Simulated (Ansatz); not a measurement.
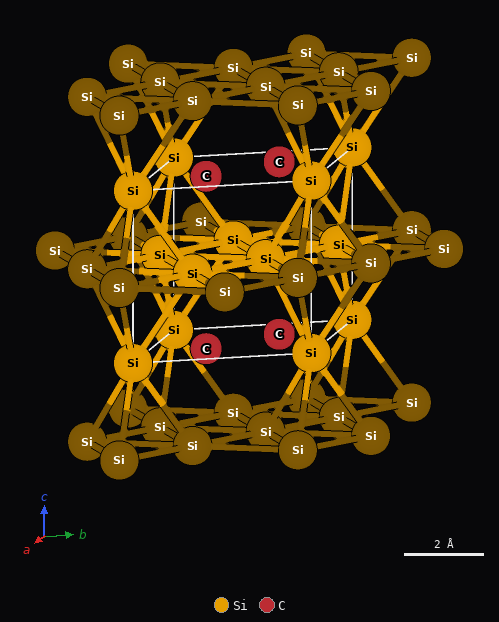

Fig. 1: The structure (ball-and-stick view of the cell of the calculation, seen slightly off an axis; neighbours outside the cell are drawn fainter). An atom can appear more than once, as a periodic image.

# Single-point calculation of Si2C

- system: Si2C (P-62m, 6 atoms in the cell)
- method: DFT PBE, scalar-relativistic, plane waves, PAW, spin-polarised (Ansatz 0.2.0)

The structure was made by a generator, so it may or may not be a known phase. Figures and captions count atoms from 1; the log counts them from 0 in places.

**Output**
```
Engine: ansatz 0.2.0, x86_64-unknown-linux-gnu
Pseudopotentials: kind: paw
Pseudopotential: Si, paw, valence charge 4, recommended cutoff 420 eV (normal), Si.paw.azcp
Pseudopotential: C, paw, valence charge 4, recommended cutoff 420 eV (normal), C.paw.azcp
Functional definition: PBE
  parameter kappa = 0.804
  parameter beta = 0.06672455060314922
  exchange = pbe_x(kappa = kappa, mu = beta*pi^2/3)
  correlation = pbe_c(beta = beta)
Crystal: 6 atoms, lattice volume = 86.412 Å³
Basis set: ecut = 420 eV, 1701 PW (Γ), exchange–correlation on 64×64×60 points (8 copies of the dense FFT grid, shifted against one another)
Bands: 19, of which v1, the nominal top of the filled ones, is band 12 counted from 1 (11 counted from 0)
Symmetry: 12 space group operations
Space group: P-62m (ITA 189), of the structure as read, at distance tolerance 4.4e-5 Å
Magnetic group: BNS 189.221 (UNI 1451), of the structure as read, at distance tolerance 4.4e-5 Å
k-points: 21 of 144 (time reversal used)
Non-local potential: Si, projectors of the file, l = 0: 2, l = 1: 2, l = 2: 2
Non-local potential: C, projectors of the file, l = 0: 2, l = 1: 2, l = 2: 1
PAW form: soft (Blöchl's): semilocal exchange-correlation on the pseudo side does not see the compensation charge
PAW one-centre angular grid: Si, 110 points (default); XC on 64 Gauss nodes
PAW one-centre angular grid: C, 110 points (default); XC on 64 Gauss nodes
Initial density: superposition of atomic densities (chi_scale 0.1, normalization cell, long waves kept (reshape's long-wave potential 0.03 eV rms))
Starting moments: Σ|m| = 2 μB on 2 of 6 sites
Initial wavefunctions: pseudopotential atomic-orbital guess
Functional: x = pbe(κ = 0.804, μ = 0.2195149727645171), c = pbe(β = 0.06672455060314922)
iter 1 solved again at ethr=1.88e-3 eV; its pass at ethr=3.10e-3 eV (dr2=4.52e-1 eV) is discarded
SCF iter   1: F=—  HF=-3033.676277 eV  |F-HF|=—  |Δ(HF+E_count)|=         —  Δρ=1.84e-2 (↑1.84e-2 ↓1.59e-2)  dr2=4.60e-1  dr2_m=1.39e-1  M=0.858 μB ∫|m|=1.128 μB  β_m=0.30  ethr=1.88e-3  ⟨swp⟩=1.0  Hψ=5366  notcnv=0
preconditioner: auto → Kerker (q_TF=auto, 2.204 Å⁻¹)  [metal: Δε(μ)=0.021 eV  Ē_g=7.595 eV  σ=0.100 eV  W_gap=0.12  n_scr=20 (ndim 8)  ℏωp=19.6 eV  f_vac=0.000  D(μ)=3.08/eV (n_scr^D=20)]
spin=Collinear: Kerker preconditioning applied to the charge; magnetization (m = ρ↑ − ρ↓) channel mixes plain (no charge-response kernel on spin).
SCF iter   2: F=—  HF=-3033.705114 eV  |F-HF|=—  |Δ(HF+E_count)|=   2.88e-2  Δρ=1.48e-2 (↑1.48e-2 ↓1.32e-2)  dr2=2.68e-1  dr2_m=9.92e-2  M=0.737 μB ∫|m|=1.006 μB  β_m=0.30  ethr=1.88e-3  ⟨swp⟩=1.0  Hψ=798  notcnv=0
SCF iter   3: F=—  HF=-3033.688952 eV  |F-HF|=—  |Δ(HF+E_count)|=   1.62e-2  Δρ=9.81e-3 (↑8.76e-3 ↓9.81e-3)  dr2=5.07e-3  dr2_m=6.76e-2  M=0.636 μB ∫|m|=0.904 μB  β_m=0.30  ethr=1.12e-3  ⟨swp⟩=2.5  Hψ=1494  notcnv=0
SCF iter   4: F=—  HF=-3033.724076 eV  |F-HF|=—  |Δ(HF+E_count)|=   3.51e-2  Δρ=7.97e-3 (↑7.97e-3 ↓7.82e-3)  dr2=9.55e-4  dr2_m=4.92e-2  M=0.563 μB ∫|m|=0.809 μB  β_m=0.30  ethr=2.11e-5  ⟨swp⟩=2.1  Hψ=1266  notcnv=0
SCF iter   5: F=—  HF=-3033.748768 eV  |F-HF|=—  |Δ(HF+E_count)|=   2.47e-2  Δρ=6.74e-3 (↑6.74e-3 ↓6.51e-3)  dr2=5.54e-4  dr2_m=3.47e-2  M=0.517 μB ∫|m|=0.730 μB  β_m=0.30  ethr=3.98e-6  ⟨swp⟩=2.0  Hψ=1277  notcnv=0
SCF iter   6: F=—  HF=-3033.765674 eV  |F-HF|=—  |Δ(HF+E_count)|=   1.69e-2  Δρ=5.67e-3 (↑5.44e-3 ↓5.67e-3)  dr2=1.09e-4  dr2_m=2.44e-2  M=0.481 μB ∫|m|=0.661 μB  β_m=0.30  ethr=2.31e-6  ⟨swp⟩=2.1  Hψ=1296  notcnv=0
SCF iter   7: F=—  HF=-3033.777610 eV  |F-HF|=—  |Δ(HF+E_count)|=   1.19e-2  Δρ=4.82e-3 (↑4.82e-3 ↓4.70e-3)  dr2=4.11e-5  dr2_m=1.80e-2  M=0.447 μB ∫|m|=0.597 μB  β_m=0.30  ethr=4.54e-7  ⟨swp⟩=2.0  Hψ=1297  notcnv=0
SCF iter   8: F=—  HF=-3033.786225 eV  |F-HF|=—  |Δ(HF+E_count)|=   8.62e-3  Δρ=4.16e-3 (↑4.16e-3 ↓4.06e-3)  dr2=2.57e-5  dr2_m=1.34e-2  M=0.414 μB ∫|m|=0.542 μB  β_m=0.30  ethr=1.71e-7  ⟨swp⟩=2.6  Hψ=1469  notcnv=0  defer=2
Mixer restart at iter 8: flushing history
spin-set hold released at iteration 8 (site moments contracting): the magnetisation degrees of freedom join the quasi-Newton model from the next iteration; the mixer history was flushed
SCF iter   9: F=—  HF=-3033.792605 eV  |F-HF|=—  |Δ(HF+E_count)|=   6.38e-3  Δρ=3.64e-3 (↑3.64e-3 ↓3.54e-3)  dr2=2.89e-5  dr2_m=1.02e-2  M=0.384 μB ∫|m|=0.493 μB  β_m=0.31  ethr=1.07e-7  ⟨swp⟩=3.0  Hψ=1506  notcnv=0  defer=2
SCF iter  10: F=—  HF=-3033.807719 eV  |F-HF|=—  |Δ(HF+E_count)|=   1.51e-2  Δρ=2.10e-3 (↑2.10e-3 ↓2.05e-3)  dr2=2.75e-5  dr2_m=3.40e-3  M=0.264 μB ∫|m|=0.320 μB  β_m=0.71  ethr=1.07e-7  ⟨swp⟩=3.2  Hψ=1836  notcnv=0  defer=7
SCF iter  11: F=—  HF=-3033.816470 eV  |F-HF|=—  |Δ(HF+E_count)|=   8.75e-3  Δρ=3.62e-4 (↑2.99e-4 ↓3.62e-4)  dr2=1.46e-5  dr2_m=8.29e-5  M=0.045 μB ∫|m|=0.052 μB  β_m=0.85  ethr=1.07e-7  ⟨swp⟩=3.4  Hψ=1992  notcnv=0  defer=21
SCF iter  12: F=—  HF=-3033.816675 eV  |F-HF|=—  |Δ(HF+E_count)|=   2.05e-4  Δρ=1.27e-4 (↑1.27e-4 ↓9.51e-5)  dr2=6.05e-6  dr2_m=8.85e-6  M=0.012 μB ∫|m|=0.014 μB  β_m=0.93  ethr=6.09e-8  ⟨swp⟩=2.3  Hψ=1434  notcnv=0  defer=25
SCF iter  13: F=—  HF=-3033.816697 eV  |F-HF|=—  |Δ(HF+E_count)|=   2.19e-5  Δρ=6.74e-5 (↑4.30e-5 ↓6.74e-5)  dr2=8.48e-6  dr2_m=1.40e-6  M=0.005 μB ∫|m|=0.006 μB  β_m=0.86  ethr=2.52e-8  ⟨swp⟩=2.0  Hψ=1251  notcnv=0  defer=25
SCF iter  14: F=—  HF=-3033.816699 eV  |F-HF|=—  |Δ(HF+E_count)|=   2.16e-6  Δρ=1.66e-5 (↑1.66e-5 ↓1.58e-5)  dr2=2.39e-8  dr2_m=2.04e-7  M=0.002 μB ∫|m|=0.003 μB  β_m=0.93  ethr=4.17e-10  ⟨swp⟩=6.5  Hψ=4456  notcnv=0
iter 15 did not close the SCF: its close was put off for a magnetic moment that had not settled (scf_convergence_deferred on its scf_iter line)
SCF iter  15: F=-3033.816700 eV  HF=-3033.816700 eV  |F-HF|=2.91e-9  |Δ(HF+E_count)|=   6.09e-7  Δρ=2.44e-6 (↑2.44e-6 ↓1.99e-6)  dr2=8.87e-9  dr2_m=2.92e-9  M=-0.000 μB ∫|m|=0.000 μB  β_m=0.96  ethr=9.97e-11  ⟨swp⟩=5.2  Hψ=3387  notcnv=0
iter 16 did not close the SCF: its close was put off for a magnetic moment that had not settled (scf_convergence_deferred on its scf_iter line)
SCF iter  16: F=-3033.816700 eV  HF=-3033.816700 eV  |F-HF|=1.56e-10  |Δ(HF+E_count)|=   5.46e-9  Δρ=5.48e-7 (↑5.48e-7 ↓4.96e-7)  dr2=1.50e-10  dr2_m=1.94e-10  M=0.000 μB ∫|m|=0.000 μB  β_m=0.98  ethr=3.70e-11  ⟨swp⟩=1.2  Hψ=2219  notcnv=0
SCF iter  17: F=-3033.816700 eV  HF=-3033.816700 eV  |F-HF|=4.55e-12  |Δ(HF+E_count)|=  4.37e-10  Δρ=7.43e-8 (↑7.43e-8 ↓5.87e-8)  dr2=2.46e-12  dr2_m=3.23e-12  M=0.000 μB ∫|m|=0.000 μB  ethr=1.00e-12  ⟨swp⟩=1.0  Hψ=2216  notcnv=0
WARN: the starting moments were not kept: the SCF closed with an absolute magnetisation of 3.6e-6 μB, where they sum to 2 μB in size (2 sites). That is at most 0.1 of that sum. Measured as dr2_m measures the in/out step, that magnetisation stands 1.1e-12 eV from none, at or under the dr2_threshold of 1.0e-7 eV: it is no larger than a step whose dr2_m would equal this threshold. The system may hold no moment; this SCF shows only that its start led to no more than that. To try another start: raise the starting moments (crystal.atoms[].spin, magnetization.per_species, magnetization.initial_magnetization, or on a non-collinear deck that types none of these the spinor_matrix: blocks that start its atoms; where the total moment is fixed, keep their sum and leave initial_magnetization as it is; typed ones take the place of any that the run laid by itself, positive ones on a crystal's lanthanoids without a Hubbard term where scf.initial_density.shell_occupations: [] is typed) or, if the notice of its spin-set hold's release reads "site moments contracting" or "site moments show no strong build", lengthen the hold (scf.mixing.spin_hold: { on: { confirm: 4 } }; for m-r²SCAN on two components see the key's manual first). Each may lead to a state that holds a moment. A second SCF, from the converged charge density, with the starting moments and any scf.initial_density.shell_occupations laid on it anew, would have followed, and was not run: the deck does not ask for one (magnetization.retry_lost_moments is false, the default). To let it run, set magnetization.retry_lost_moments: true and run the deck again, where that key's refused combinations let it; where memory then withholds it, that run's warning says so.
SCF 1 converged in 17 iterations: F = -3033.816700 eV  dr2 = 2.46e-12
  greatest PAW one-centre occupation: 0.740 electrons in one spin orbital (limit 2), on the C atom at site 4 (counted from 0), in its partial waves of l = 0
```

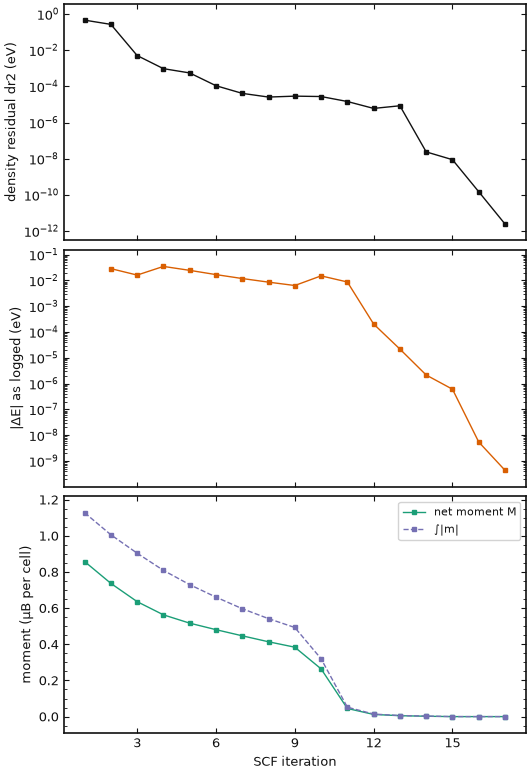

Fig. 2: Convergence of the self-consistent field: density residual dr2, size of the energy change and magnetic moment against the SCF iteration. The residual falls almost steadily, with no more than small rises. The net moment goes from 0.9 to 0.0 μB per cell, and ∫|m| falls to zero.

```
SCF converged after 17 iterations
Magnetization: 0.0000 μB (12.0000 up, 12.0000 down)
Absolute magnetization: 0.0000 μB (∫|ρ↑−ρ↓|, with the PAW one-centre terms)
Spin contamination: 0.0000 ħ² per cell (⟨S²⟩ above its minimum at these occupations)
Per-site moments (μB) at R_I (Å): [(-4.4913779807735864e-7, 1.1246593516950263), (2.434416367740422e-8, 1.1246593516950263), (2.4344163698499667e-8, 1.1246593516950263), (2.4344163705398853e-8, 1.1246593516950263), (3.475893041400967e-7, 1.1246593573555994), (3.4758930413406125e-7, 1.1246593573555994)]
Free energy (F): -3033.816700 eV
Harris-Foulkes:  -3033.816700 eV  (|F-HF|=4.55e-12)
Internal energy: -3033.799899 eV  (E = F + TS)
E sigma→0 (E₀):  -3033.808299 eV
Entropy (-TS):   -0.016801 eV (-2.800 meV/atom)
Fermi energy:    8.010913 eV
--- Per-component energies (eV) ---
  E_band       = 64.266896
  E_kinetic    = 301.014557
  E_local      = -157.059908  (includes V_loc(G=0)·N_el)
  E_nonlocal   = 156.128731
  E_hartree    = 36.710814
  E_xc         = -308.186351
  E_vxc        = -294.379148  (∫ρ·V_xc dr)
  E_paw        = -2241.921312  (= ΣΔE_a)
  E_vpaw       = -14.858992  (= ΣTr[D̂ρ^β])
  E_aug_tail   = 0.000031  (compensation charges beyond the density's cutoff)
  E_ewald      = -820.486461
  E_smearing   = -0.016801  (= −TS)
  E_closure    = 0.000000  (closes the sum)
  Σ components = -3033.816700   (vs F -3033.816700, Δ=0.00e0)
--- Forces (eV/Å), atoms counted from 1 ---
  atom   1  Si     0.00000000    -0.00000000     0.00000000
  atom   2  Si     0.51098654     0.00000000     0.00000000
  atom   3  Si    -0.25549327     0.44252733     0.00000000
  atom   4  Si    -0.25549327    -0.44252733     0.00000000
  atom   5  C      0.00000000     0.00000000     0.00000000
  atom   6  C     -0.00000000     0.00000000     0.00000000
  max |Σ_I F_I| component: 1.85e-16 eV/Å
--- Stress (GPa, compression-positive) ---
      -15.445465       0.000000       0.000000
        0.000000     -15.445465       0.000000
        0.000000       0.000000     -18.547043
  P = ⅓ Tr σ = -16.4793 GPa (-164.793 kbar)
--- Band table (eV; the first three rows and the last of 42) ---
  k-point 0 ↑: bands = ["-5.5983", "-0.1734", "-0.0652", "2.1171", "2.2511", "2.8469", "2.8469", "3.8360", "3.8360", "6.8914", "7.5162", "7.9883", "8.1671", "8.3235", "8.3235", "8.9121", "8.9121", "10.0415", "10.0415"]
  k-point 1 ↑: bands = ["-5.1681", "-1.8800", "0.1170", "1.8890", "3.2724", "3.2724", "4.2312", "4.2312", "4.8578", "5.0147", "5.7923", "6.6343", "6.6343", "7.2162", "7.2162", "9.8847", "11.2035", "11.9459", "11.9459"]
  k-point 2 ↑: bands = ["-3.9289", "-3.8609", "0.3398", "2.6100", "3.7304", "4.1071", "4.3483", "4.3483", "4.7269", "4.7269", "5.2551", "5.2551", "5.6744", "5.6744", "8.7080", "10.2868", "11.4839", "12.4106", "12.4106"]
  k-point 20 ↓: bands = ["-1.9191", "-1.9191", "-1.3804", "-0.8558", "-0.8558", "-0.5530", "5.8002", "5.8002", "6.9583", "6.9583", "7.0021", "7.3536", "9.9660", "10.1020", "10.1020", "11.0965", "11.0965", "12.6291", "12.8054"]
--- Löwdin populations: 6 sites ---
  site symbol       q [e]    m [muB]
     0     Si      3.6970    -0.0000
     1     Si      3.6877     0.0000
     2     Si      3.6877     0.0000
     3     Si      3.6877     0.0000
     4      C      4.4346     0.0000
     5      C      4.4346     0.0000
  spilling = 0.015443 (of n_electrons = 24.000000)
```

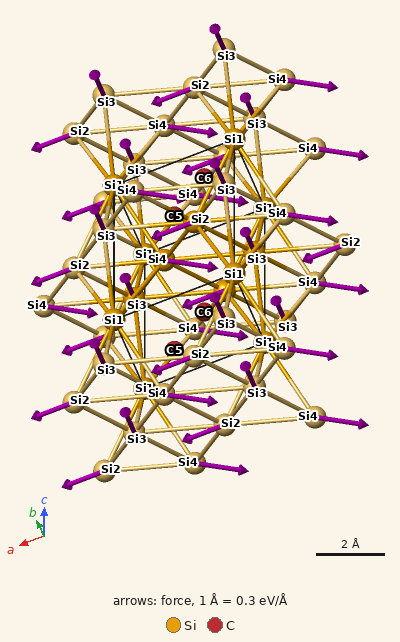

Fig. 3: Forces on the atoms as pink arrows (ball-and-stick view of the cell of the calculation, seen at an oblique angle; neighbours outside the cell are drawn fainter; atoms are numbered from 1 in the order of the input). The largest act on Si2, Si3, Si4 (0.51 eV/Å). The geometry is not a stationary point of this energy.

This output came from the following input.

**Input**
```yaml
crystal:
  lattice:
    - [4.73797089, 0.0, 0.0]
    - [-2.36898545, 4.10320316, 0.0]
    - [0.0, 0.0, 4.44488456]
  atoms:
    - { symbol: Si, position: [0.0, 0.0, 0.0] }
    - { symbol: Si, position: [0.33333333, 0.0, 0.5] }
    - { symbol: Si, position: [0.0, 0.33333333, 0.5] }
    - { symbol: Si, position: [0.66666667, 0.66666667, 0.5] }
    - { symbol: C, position: [0.66666667, 0.33333333, 0.0], spin: 1.0 }
    - { symbol: C, position: [0.33333333, 0.66666667, 0.0], spin: 1.0 }
basis:
  ecutwfc: 420
kpoints:
  mp_grid: { grid: [6, 6, 4] }
hamiltonian:
  xc: pbe
scf:
  occupations: { method: gaussian, width: 0.1 }
  lower_state_search: "off"
output:
  forces: true
  stress: true
  eigenvalues: true
  populations: true
magnetization:
  spin_polarized: true
```

Command:
```bash
ansatz run input.yaml --threads 1 --pin off --max-ram 2560MiB --backend cpu --events-out ev --progress --plain --runs-dir out
```

**Key numbers**

| quantity | value |
| --- | --- |
| outcome | converged |
| space group (tolerance 0.01 Å) | P-62m (189) |
| electrons treated | 24 |
| free energy | −3033.8167 eV |
| Fermi energy | 8.011 eV |
| gap on the k-point mesh | none (metallic) |
| net moment of the cell | 0.00 μB |
| integrated absolute moment | 0.00 μB |
| pressure | −16.48 GPa |
| largest force (length of the vector) | 0.511 eV/Å |
| hardware | 1 thread of Intel Xeon @ 2.50GHz (Skylake/Cascade Lake), 189 GiB of memory available, shared host |
| wall time | 27 s |
| peak memory | 0.36 GiB |

**Notes**

Warnings of the run: some starting moments were not kept. The cell is under a tension of 16.5 GPa at this level, so it is not at its equilibrium volume.
